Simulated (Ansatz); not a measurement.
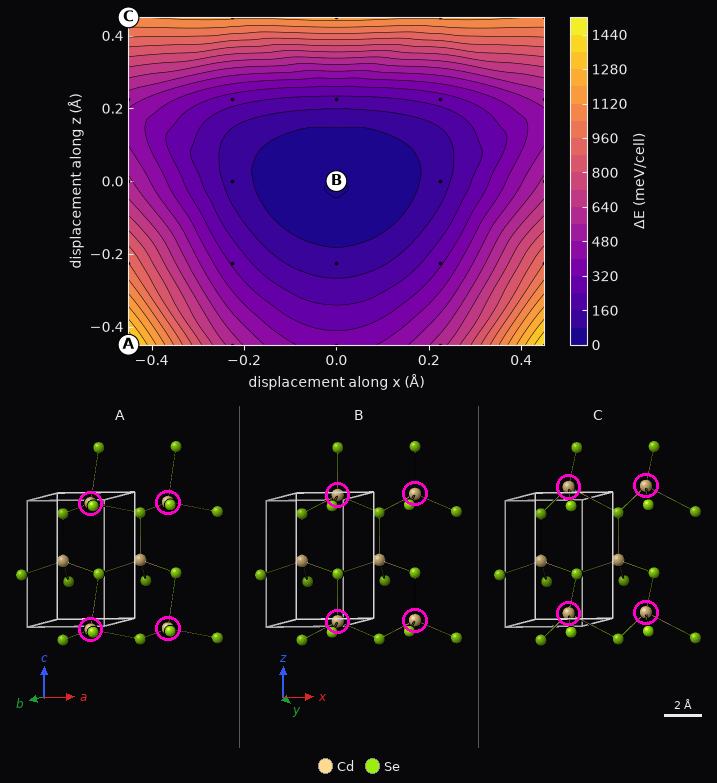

Energy scan for a crystal of CdSe (P6_3mc), in which a Cd atom (one in each cell of 4 atoms) is moved over the plane of the Cartesian directions x and z, all else fixed. The map is interpolated between the computed points (dots). The lettered frames are marked on it. Style: ball-and-stick. Shown: the cell of the calculation, repeated 2 × 1 × 1 with one cell outlined, nearly along the normal of the scanned plane. The ringed atoms are those of the scanned coordinates.

Level of theory: Ansatz 0.2.0, DFT PBE, scalar-relativistic, plane waves, PAW. Settings: plane-wave cutoff 420 eV; k-point mesh 6 × 6 × 4; occupations gaussian; smearing width 0.05 eV; no spin polarisation. Energies (free energies at the smearing named) are counted from the cell as listed in its source, which wasn't relaxed.

> What does the map show?

In pairs of (displacement along x (Å); displacement along z (Å)): the lowest computed point lies at (0.000, 0.000) (0 meV/cell), the highest at (−0.450, −0.450), (0.450, −0.450) (1442 meV/cell). The frames lie at A (−0.450, −0.450): 1442 meV/cell, B (0.000, 0.000): 0 meV/cell, C (−0.450, 0.450): 1115 meV/cell.
